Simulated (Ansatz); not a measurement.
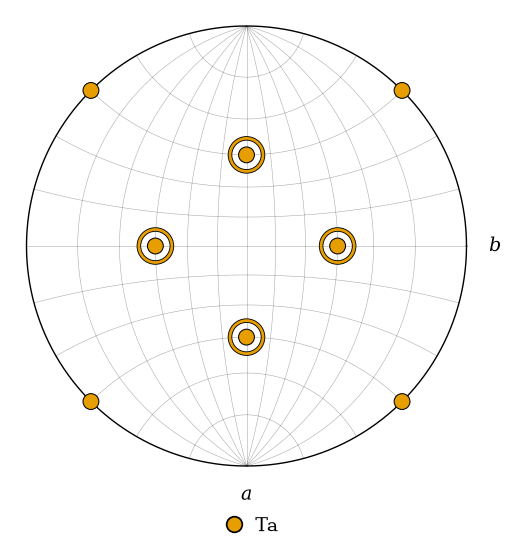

Crystal: Ta, the input geometry of an electronic-structure calculation (not necessarily at equilibrium); the starting structure was generated, so it need not be a known form of this composition. Directions from one tantalum atom at (0, 0, 0) to its bonded neighbours, in stereographic projection down c (filled: above the plane of the page or in it, open: below). The drawing is computed from the coordinates (standard cell, symmetry found to 0.002 Å).

Neighbours are counted up to 3.30 Å for Ta.

```
Ta
1.0
     4.17034    0.00000    0.00000
     0.00000    4.17034    0.00000
     0.00000    0.00000    4.17034
Ta
4
Direct
  0.00000 0.00000 0.00000
  0.00000 0.50000 0.50000
  0.50000 0.00000 0.50000
  0.50000 0.50000 0.00000
```

Question: How many neighbours are there, and at what angles?

Answer: 12: 12 Ta at 2.95 Å. Angles between bonds: 60° (24×), 90° (12×), 120° (24×), 180° (6×).

Question: What is the site's symmetry in the crystal?

Answer: Point group m-3m (Oh), order 48: three fourfold axes, four threefold axes, six twofold axes, nine mirror planes, an inversion centre. In Fm-3m, No. 225 this is Wyckoff position 4a.
